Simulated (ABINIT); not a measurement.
Run report: KTaO$_{3}$, geometry relaxation (part 2 of 3)

KTaO$_{3}$ (Pm-3m, 5 atoms in the cell); Kohn-Sham DFT of a periodic cell, PBE, PseudoDojo NC SR PBE v0.4.1 standard, no spin polarisation (ABINIT 10.8.3); cutoff 1142.88 eV, 5×5×5 k-mesh, fermi-dirac of 0.05 eV. The structure derives from an entry of the Crystallography Open Database.

Geometry of the input (Å; fractional positions):
```
3.9883  0.0000  0.0000
0.0000  3.9883  0.0000
0.0000  0.0000  3.9883
Ta 0.0000  0.0000  0.0000
K  0.5000  0.5000  0.5000
O  0.0000  0.0000  0.5000
O  0.0000  0.5000  0.0000
O  0.5000  0.0000  0.0000
```

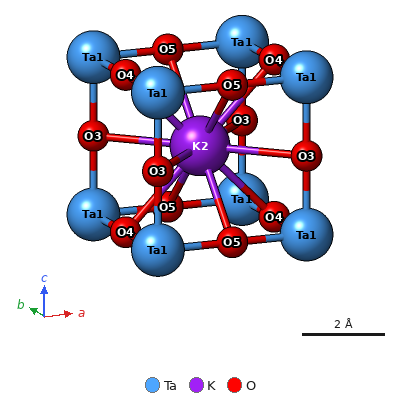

**Figure 1.** The structure as given in the input (ball-and-stick view of the cell of the calculation, seen slightly off an axis; atoms are numbered from 1 in the order of the input). An atom can appear more than once, as a periodic image.

**Output, continued**
```
     iter   Etot(hartree)      deltaE(h)  residm     vres2
 ETOT  1  -145.01917412143    -1.450E+02 1.536E-04 3.522E+01
 ETOT  2  -145.01979987367    -6.258E-04 7.819E-05 1.170E+01
 ETOT  3  -145.02162994128    -1.830E-03 3.384E-04 5.191E+00
 ETOT  4  -145.02291602432    -1.286E-03 2.281E-05 9.627E-02
 ETOT  5  -145.02292324305    -7.219E-06 4.078E-05 7.980E-04
 ETOT  6  -145.02292340529    -1.622E-07 4.259E-06 1.265E-05
 ETOT  7  -145.02292340635    -1.063E-09 1.433E-05 5.764E-07
 ETOT  8  -145.02292340640    -5.105E-11 1.679E-06 6.159E-09
 ETOT  9  -145.02292340639     4.235E-12 5.432E-06 1.290E-09
 ETOT 10  -145.02292340640    -5.571E-12 6.715E-07 1.387E-11
 ETOT 11  -145.02292340641    -4.633E-12 2.140E-06 2.537E-13

 At SCF step   11       vres2   =  2.54E-13 < tolvrs=  1.00E-12 =>converged.

 Cartesian components of stress tensor (hartree/bohr^3)
  sigma(1 1)= -5.76312554E-05  sigma(3 2)=  0.00000000E+00
  sigma(2 2)= -5.76312554E-05  sigma(3 1)=  0.00000000E+00
  sigma(3 3)= -5.76312554E-05  sigma(2 1)=  0.00000000E+00

--- !ResultsGS
iteration_state: {dtset: 1, itime: 2, icycle: 1, }
comment   : Summary of ground state results
lattice_vectors:
- [  7.5705756,   0.0000000,   0.0000000, ]
- [  0.0000000,   7.5705756,   0.0000000, ]
- [  0.0000000,   0.0000000,   7.5705756, ]
lattice_lengths: [   7.57058,    7.57058,    7.57058, ]
lattice_angles: [ 90.000,  90.000,  90.000, ] # degrees, (23, 13, 12)
lattice_volume:   4.3389706E+02
convergence: {deltae: -4.633E-12, res2:  2.537E-13, residm:  2.140E-06, diffor: null, }
etotal    :  -1.45022923E+02
entropy   :   0.00000000E+00
fermie    :   2.43199630E-01
cartesian_stress_tensor: # hartree/bohr^3
- [ -5.76312554E-05,   0.00000000E+00,   0.00000000E+00, ]
- [  0.00000000E+00,  -5.76312554E-05,   0.00000000E+00, ]
- [  0.00000000E+00,   0.00000000E+00,  -5.76312554E-05, ]
pressure_GPa:   1.6956E+00
xred      :
- [  0.0000E+00,   0.0000E+00,   0.0000E+00, Ta]
- [  5.0000E-01,   5.0000E-01,   5.0000E-01,  K]
- [  0.0000E+00,   0.0000E+00,   5.0000E-01,  O]
- [  0.0000E+00,   5.0000E-01,   0.0000E+00,  O]
- [  5.0000E-01,   0.0000E+00,   0.0000E+00,  O]
cartesian_forces: # hartree/bohr
- [ -0.00000000E+00,  -0.00000000E+00,  -0.00000000E+00, ]
- [ -0.00000000E+00,  -0.00000000E+00,  -0.00000000E+00, ]
- [ -0.00000000E+00,  -0.00000000E+00,  -0.00000000E+00, ]
- [ -0.00000000E+00,  -0.00000000E+00,  -0.00000000E+00, ]
- [ -0.00000000E+00,  -0.00000000E+00,  -0.00000000E+00, ]
force_length_stats: {min:   0.00000000E+00, max:   0.00000000E+00, mean:   0.00000000E+00, }
...

 Integrated electronic density in atomic spheres:
 ------------------------------------------------
 Atom  Sphere_radius  Integrated_density
    1        2.00000          9.02280647
    2        2.00000          6.93914338
    3        2.00000          6.28030153
    4        2.00000          6.28030153
    5        2.00000          6.28030153

---OUTPUT-----------------------------------------------------------------------

 Cartesian coordinates (xcart) [bohr]
  0.00000000000000E+00  0.00000000000000E+00  0.00000000000000E+00
  3.78528780298921E+00  3.78528780298921E+00  3.78528780298921E+00
  0.00000000000000E+00  0.00000000000000E+00  3.78528780298921E+00
  0.00000000000000E+00  3.78528780298921E+00  0.00000000000000E+00
  3.78528780298921E+00  0.00000000000000E+00  0.00000000000000E+00
 Reduced coordinates (xred)
  0.00000000000000E+00  0.00000000000000E+00  0.00000000000000E+00
  5.00000000000000E-01  5.00000000000000E-01  5.00000000000000E-01
  0.00000000000000E+00  0.00000000000000E+00  5.00000000000000E-01
  0.00000000000000E+00  5.00000000000000E-01  0.00000000000000E+00
  5.00000000000000E-01  0.00000000000000E+00  0.00000000000000E+00
 Cartesian forces (fcart) [Ha/bohr]; max,rms= 0.00000E+00 0.00000E+00 (free atoms)
 -0.00000000000000E+00 -0.00000000000000E+00 -0.00000000000000E+00
 -0.00000000000000E+00 -0.00000000000000E+00 -0.00000000000000E+00
 -0.00000000000000E+00 -0.00000000000000E+00 -0.00000000000000E+00
 -0.00000000000000E+00 -0.00000000000000E+00 -0.00000000000000E+00
 -0.00000000000000E+00 -0.00000000000000E+00 -0.00000000000000E+00
 Gradient of E wrt nuclear positions in reduced coordinates (gred)
  0.00000000000000E+00  0.00000000000000E+00  0.00000000000000E+00
  0.00000000000000E+00  0.00000000000000E+00  0.00000000000000E+00
  0.00000000000000E+00  0.00000000000000E+00  0.00000000000000E+00
  0.00000000000000E+00  0.00000000000000E+00  0.00000000000000E+00
  0.00000000000000E+00  0.00000000000000E+00  0.00000000000000E+00
 Scale of Primitive Cell (acell) [bohr]
  7.57057560597842E+00  7.57057560597842E+00  7.57057560597842E+00
 Real space primitive translations (rprimd) [bohr]
  7.57057560597842E+00  0.00000000000000E+00  0.00000000000000E+00
  0.00000000000000E+00  7.57057560597842E+00  0.00000000000000E+00
  0.00000000000000E+00  0.00000000000000E+00  7.57057560597842E+00
 Unitary Cell Volume (ucvol) [Bohr^3]=  4.33897055653617E+02
 Angles (23,13,12)= [degrees]
  9.00000000000000E+01  9.00000000000000E+01  9.00000000000000E+01
 Lengths [Bohr]
  7.57057560597842E+00  7.57057560597842E+00  7.57057560597842E+00
 Stress tensor in cartesian coordinates (strten) [Ha/bohr^3]
 -5.76312554261722E-05  0.00000000000000E+00  0.00000000000000E+00
  0.00000000000000E+00 -5.76312554261809E-05  0.00000000000000E+00
  0.00000000000000E+00  0.00000000000000E+00 -5.76312554261913E-05
 Total energy (etotal) [Ha]= -1.45022923406405E+02

 Difference of energy with previous step (new-old):
           Absolute (Ha)=-5.95279E-04
           Relative     =-4.10473E-06

--- Iteration: ( 3/50) Internal Cycle: (1/1)
--------------------------------------------------------------------------------

---SELF-CONSISTENT-FIELD CONVERGENCE--------------------------------------------

--- !BeginCycle
iteration_state: {dtset: 1, itime: 3, icycle: 1, }
solver: {iscf: 7, nstep: 80, nline: 4, wfoptalg: 0, }
tolerances: {tolvrs: 1.00E-12, }
...

     iter   Etot(hartree)      deltaE(h)  residm     vres2
 ETOT  1  -145.02150969033    -1.450E+02 1.440E-05 1.427E+01
 ETOT  2  -145.02175109965    -2.414E-04 2.664E-05 4.802E+00
 ETOT  3  -145.02248955123    -7.385E-04 1.153E-04 2.174E+00
 ETOT  4  -145.02303055937    -5.410E-04 8.410E-06 3.940E-02
 ETOT  5  -145.02303356524    -3.006E-06 6.751E-06 3.661E-04
 ETOT  6  -145.02303364169    -7.646E-08 9.126E-07 5.782E-06
 ETOT  7  -145.02303364212    -4.269E-10 6.873E-07 1.977E-07
 ETOT  8  -145.02303364213    -1.515E-11 3.670E-07 2.221E-09
 ETOT  9  -145.02303364213     3.354E-12 5.186E-07 4.687E-10
 ETOT 10  -145.02303364214    -7.446E-12 3.272E-07 4.954E-12
 ETOT 11  -145.02303364212     1.484E-11 5.195E-07 1.551E-13

 At SCF step   11       vres2   =  1.55E-13 < tolvrs=  1.00E-12 =>converged.

 Cartesian components of stress tensor (hartree/bohr^3)
  sigma(1 1)= -1.74015245E-06  sigma(3 2)=  0.00000000E+00
  sigma(2 2)= -1.74015245E-06  sigma(3 1)=  0.00000000E+00
  sigma(3 3)= -1.74015245E-06  sigma(2 1)=  0.00000000E+00

--- !ResultsGS
iteration_state: {dtset: 1, itime: 3, icycle: 1, }
comment   : Summary of ground state results
lattice_vectors:
- [  7.5922596,   0.0000000,   0.0000000, ]
- [  0.0000000,   7.5922596,   0.0000000, ]
- [  0.0000000,   0.0000000,   7.5922596, ]
lattice_lengths: [   7.59226,    7.59226,    7.59226, ]
lattice_angles: [ 90.000,  90.000,  90.000, ] # degrees, (23, 13, 12)
lattice_volume:   4.3763611E+02
convergence: {deltae:  1.484E-11, res2:  1.551E-13, residm:  5.195E-07, diffor: null, }
etotal    :  -1.45023034E+02
entropy   :   0.00000000E+00
fermie    :   2.39552463E-01
cartesian_stress_tensor: # hartree/bohr^3
- [ -1.74015245E-06,   0.00000000E+00,   0.00000000E+00, ]
- [  0.00000000E+00,  -1.74015245E-06,   0.00000000E+00, ]
- [  0.00000000E+00,   0.00000000E+00,  -1.74015245E-06, ]
pressure_GPa:   5.1197E-02
xred      :
- [  0.0000E+00,   0.0000E+00,   0.0000E+00, Ta]
- [  5.0000E-01,   5.0000E-01,   5.0000E-01,  K]
- [  0.0000E+00,   0.0000E+00,   5.0000E-01,  O]
- [  0.0000E+00,   5.0000E-01,   0.0000E+00,  O]
- [  5.0000E-01,   0.0000E+00,   0.0000E+00,  O]
cartesian_forces: # hartree/bohr
- [ -0.00000000E+00,  -0.00000000E+00,  -0.00000000E+00, ]
- [ -0.00000000E+00,  -0.00000000E+00,  -0.00000000E+00, ]
- [ -0.00000000E+00,  -0.00000000E+00,  -0.00000000E+00, ]
- [ -0.00000000E+00,  -0.00000000E+00,  -0.00000000E+00, ]
- [ -0.00000000E+00,  -0.00000000E+00,  -0.00000000E+00, ]
force_length_stats: {min:   0.00000000E+00, max:   0.00000000E+00, mean:   0.00000000E+00, }
...

 Integrated electronic density in atomic spheres:
 ------------------------------------------------
 Atom  Sphere_radius  Integrated_density
    1        2.00000          9.02554576
    2        2.00000          6.94690641
    3        2.00000          6.27932609
    4        2.00000          6.27932609
    5        2.00000          6.27932609

---OUTPUT-----------------------------------------------------------------------

 Cartesian coordinates (xcart) [bohr]
  0.00000000000000E+00  0.00000000000000E+00  0.00000000000000E+00
  3.79612981408654E+00  3.79612981408654E+00  3.79612981408654E+00
  0.00000000000000E+00  0.00000000000000E+00  3.79612981408654E+00
  0.00000000000000E+00  3.79612981408654E+00  0.00000000000000E+00
  3.79612981408654E+00  0.00000000000000E+00  0.00000000000000E+00
 Reduced coordinates (xred)
  0.00000000000000E+00  0.00000000000000E+00  0.00000000000000E+00
  5.00000000000000E-01  5.00000000000000E-01  5.00000000000000E-01
  0.00000000000000E+00  0.00000000000000E+00  5.00000000000000E-01
  0.00000000000000E+00  5.00000000000000E-01  0.00000000000000E+00
  5.00000000000000E-01  0.00000000000000E+00  0.00000000000000E+00
 Cartesian forces (fcart) [Ha/bohr]; max,rms= 0.00000E+00 0.00000E+00 (free atoms)
 -0.00000000000000E+00 -0.00000000000000E+00 -0.00000000000000E+00
 -0.00000000000000E+00 -0.00000000000000E+00 -0.00000000000000E+00
 -0.00000000000000E+00 -0.00000000000000E+00 -0.00000000000000E+00
 -0.00000000000000E+00 -0.00000000000000E+00 -0.00000000000000E+00
 -0.00000000000000E+00 -0.00000000000000E+00 -0.00000000000000E+00
 Gradient of E wrt nuclear positions in reduced coordinates (gred)
  0.00000000000000E+00  0.00000000000000E+00  0.00000000000000E+00
  0.00000000000000E+00  0.00000000000000E+00  0.00000000000000E+00
  0.00000000000000E+00  0.00000000000000E+00  0.00000000000000E+00
  0.00000000000000E+00  0.00000000000000E+00  0.00000000000000E+00
  0.00000000000000E+00  0.00000000000000E+00  0.00000000000000E+00
 Scale of Primitive Cell (acell) [bohr]
  7.59225962817307E+00  7.59225962817307E+00  7.59225962817307E+00
 Real space primitive translations (rprimd) [bohr]
  7.59225962817307E+00  0.00000000000000E+00  0.00000000000000E+00
  0.00000000000000E+00  7.59225962817307E+00  0.00000000000000E+00
  0.00000000000000E+00  0.00000000000000E+00  7.59225962817307E+00
 Unitary Cell Volume (ucvol) [Bohr^3]=  4.37636113930595E+02
 Angles (23,13,12)= [degrees]
  9.00000000000000E+01  9.00000000000000E+01  9.00000000000000E+01
 Lengths [Bohr]
  7.59225962817307E+00  7.59225962817307E+00  7.59225962817307E+00
 Stress tensor in cartesian coordinates (strten) [Ha/bohr^3]
 -1.74015245155666E-06  0.00000000000000E+00  0.00000000000000E+00
  0.00000000000000E+00 -1.74015245155666E-06  0.00000000000000E+00
  0.00000000000000E+00  0.00000000000000E+00 -1.74015245154972E-06
 Total energy (etotal) [Ha]= -1.45023033642123E+02

 Difference of energy with previous step (new-old):
           Absolute (Ha)=-1.10236E-04
           Relative     =-7.60126E-07

--- Iteration: ( 4/50) Internal Cycle: (1/1)
--------------------------------------------------------------------------------

---SELF-CONSISTENT-FIELD CONVERGENCE--------------------------------------------

--- !BeginCycle
iteration_state: {dtset: 1, itime: 4, icycle: 1, }
solver: {iscf: 7, nstep: 80, nline: 4, wfoptalg: 0, }
tolerances: {tolvrs: 1.00E-12, }
...

     iter   Etot(hartree)      deltaE(h)  residm     vres2
 ETOT  1  -145.02303227841    -1.450E+02 5.881E-07 1.382E-02
 ETOT  2  -145.02303252098    -2.426E-07 6.491E-07 4.612E-03
 ETOT  3  -145.02303320587    -6.849E-07 3.112E-07 2.151E-03
 ETOT  4  -145.02303374105    -5.352E-07 5.842E-07 3.679E-05
 ETOT  5  -145.02303374399    -2.934E-09 2.886E-07 4.168E-07
 ETOT  6  -145.02303374407    -8.262E-11 5.691E-07 6.091E-09
 ETOT  7  -145.02303374407     1.933E-12 2.861E-07 1.972E-10
 ETOT  8  -145.02303374408    -9.692E-12 5.611E-07 2.746E-12
 ETOT  9  -145.02303374408    -1.705E-12 2.848E-07 2.575E-13

 At SCF step    9       vres2   =  2.58E-13 < tolvrs=  1.00E-12 =>converged.

 Cartesian components of stress tensor (hartree/bohr^3)
  sigma(1 1)= -2.40054098E-08  sigma(3 2)=  0.00000000E+00
  sigma(2 2)= -2.40054098E-08  sigma(3 1)=  0.00000000E+00
  sigma(3 3)= -2.40054098E-08  sigma(2 1)=  0.00000000E+00
```
